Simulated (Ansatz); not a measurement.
System: Al, space group Fm-3m (No. 225) (one of a set of cubic test structures, which need not be the stable phase).

One of the inputs:
```
crystal:
  lattice:
    - [0.0, 2.006442544526, 2.006442544526]
    - [2.006442544526, 0.0, 2.006442544526]
    - [2.006442544526, 2.006442544526, 0.0]
  atoms:
    - { symbol: Al, position: [0.0, 0.0, 0.0] }
kpoints:
  mp_grid: { grid: [6, 6, 6] }
hamiltonian:
  xc: hse06
  pseudopotentials: { kind: paw, source: ansatz }
scf:
  occupations: { method: fermi_dirac, width: 0.1 }
  convergence: { dr2_threshold: "1e-10 eV" }
  exx: { energy_threshold: "1e-8 eV", singularity: regularized }
output:
  forces: true
  stress: true
  eigenvalues: true
```

Run as:
```bash
ansatz run input.yaml --threads 2
```

Computed with Ansatz 0.2.0 development build: equation of state of a cubic crystal from periodic Kohn-Sham density functional theory without spin, third-order Birch-Murnaghan fit to the free energies; pressure corrected for the finite basis. Level: HSE06.

- structure type: fcc
- atoms in cell: 1
- space group number: 225
- lattice centring: face-centred primitive
- k mesh: 6×6×6
- occupation method: Fermi–Dirac
- occupation width: 0.1 eV
- wave cutoff: 900 eV
- datasets: hand-made PAW
- density tolerance: 0 eV
- bands: 10
- density cutoff ratio: 4
- search for lower states: default
- exchange singularity: regularized

Predict the energy above the lowest point and pressure against volume. The volume takes the values 15.17, 15.66, 16.16, 16.65, 17.14 Å³/atom.

A third-order Birch–Murnaghan fit gives V0 = 16.40 Å³/atom, B0 = 80.7 GPa and B′ = 4.4. The energy above the lowest point is 26.2 meV/atom at volume 15.17 Å³/atom and 6.9 meV/atom at 17.14 Å³/atom; the lowest computed point is at volume 16.65 Å³/atom (0.0 meV/atom). The pressure falls from 7.5 GPa at volume 15.17 Å³/atom to −3.2 GPa at 17.14 Å³/atom, and changes sign near 16.41 Å³/atom.

```tsv
volume (Å³/atom)	energy above the lowest point (meV/atom)	pressure (GPa)
15.17	26.2	7.5
15.66	8.3	4.1
16.16	0.1	1.3
16.65	0.0	-1.2
17.14	6.9	-3.2
```

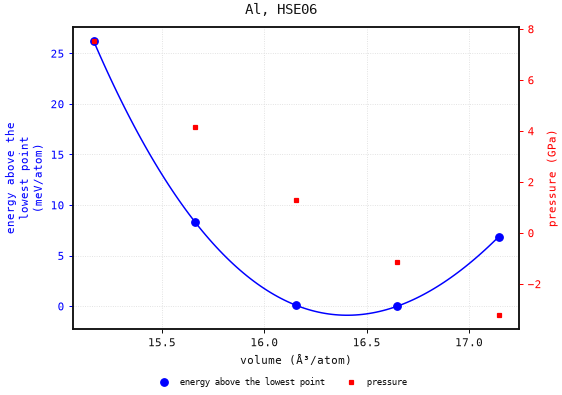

Note: coarse k-mesh, values are not converged in k.
